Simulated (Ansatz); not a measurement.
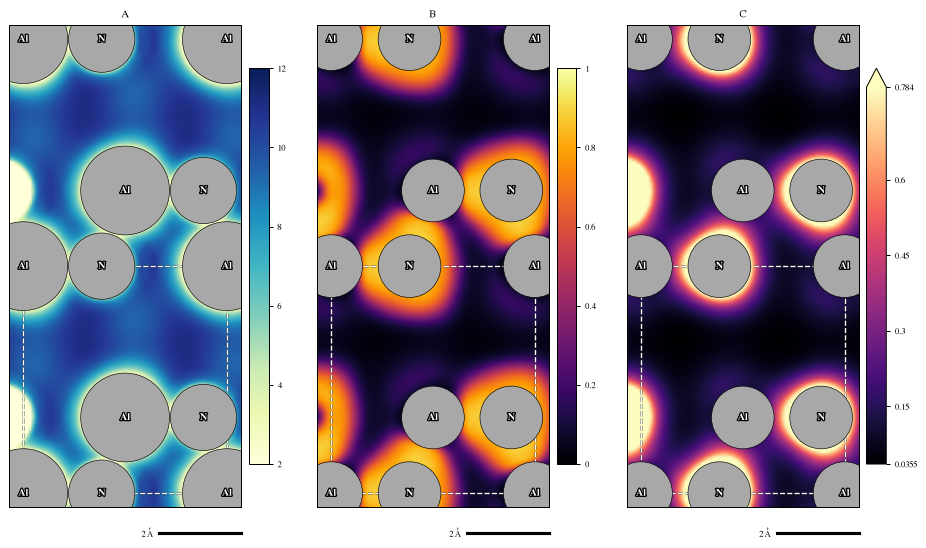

AlN: 3 fields on the (110) plane of the conventional cell, with unlabelled colour scales. Grey discs cover the atomic cores.

Space group P6₃mc; changed on purpose from its base cell (equal xx and yy strain of +3 %, PAW files); computed pressure about −7 GPa in this cell.

The calculation used DFT, PBE, PAW with Ansatz's default frozen-core files, scalar-relativistic (Ansatz 0.2.0).

> The panels show electron localisation function, electrostatic potential energy of an electron and valence pseudo-density in some order. Assign them.

Panel A: electrostatic potential energy of an electron (low next to the atoms, rising into the space between them). Panel B: electron localisation function. Panel C: valence pseudo-density.
